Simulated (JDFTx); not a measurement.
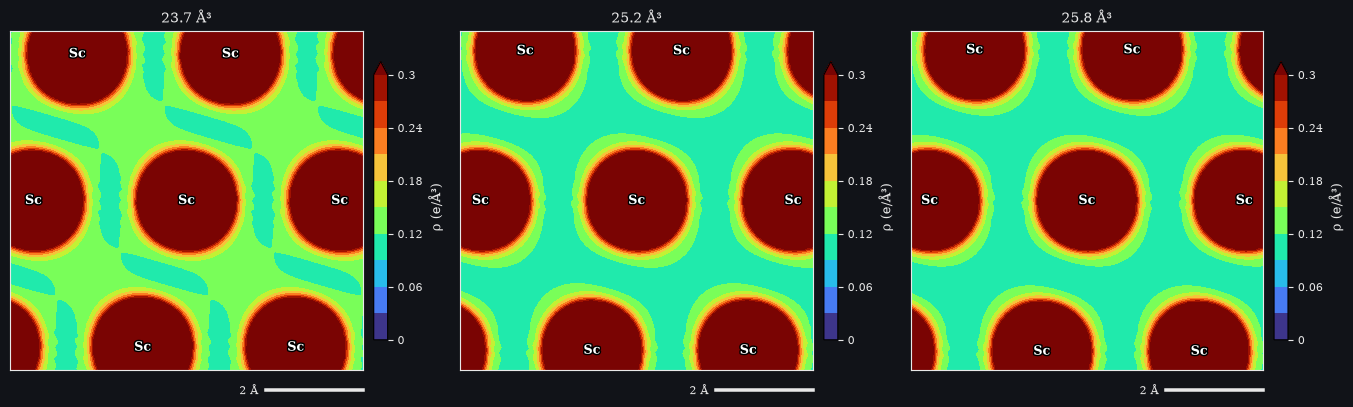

Sc. The valence charge density (pseudo) of cells scaled evenly to different volumes (given per atom above each panel), on the (101̄) plane of each (indices in the axes of the cell below), at one length scale and on one colour scale.

A structure from a database of computed crystals, not necessarily the ambient phase.

The calculation used Kohn-Sham DFT of a periodic cell, PBE, PseudoDojo-SR-PBE-0.5-standard (JDFTx 1.7.0 (patched build)).

The largest cell:

```xyz
1
Lattice="-1.9548 1.9548 1.7513 1.9548 -1.9548 1.7513 1.9548 1.9548 -1.7513" Properties=species:S:1:pos:R:3 pbc="T T T"
Sc    0.0000    0.0000    0.0000
```

| volume (Å³/atom) | Sc–Sc contact in the plane (Å) | ρ at its midpoint (e/Å³) | pressure (GPa) | 
| --- | --- | --- | --- |
| 23.74 | 3.144 | 0.112 | 2.6 | 
| 25.25 | 3.210 | 0.103 | −0.8 | 
| 25.76 | 3.231 | 0.101 | −1.7 | 
| 26.26 | 3.252 | ? | ? | 
| 26.77 | 3.273 | 0.097 | −3.4 | 

Estimate the missing row, and compare with the calculation.

Answer. Over the known rows ln ρ falls by 1.12 per Å of Sc–Sc distance (a least-squares line), which gives 0.099 e/Å³ at 3.252 Å; the calculation gives 0.099 e/Å³. For the pressure, a straight line in volume between the neighbouring rows gives −2.5 GPa; the calculation gives −2.6.
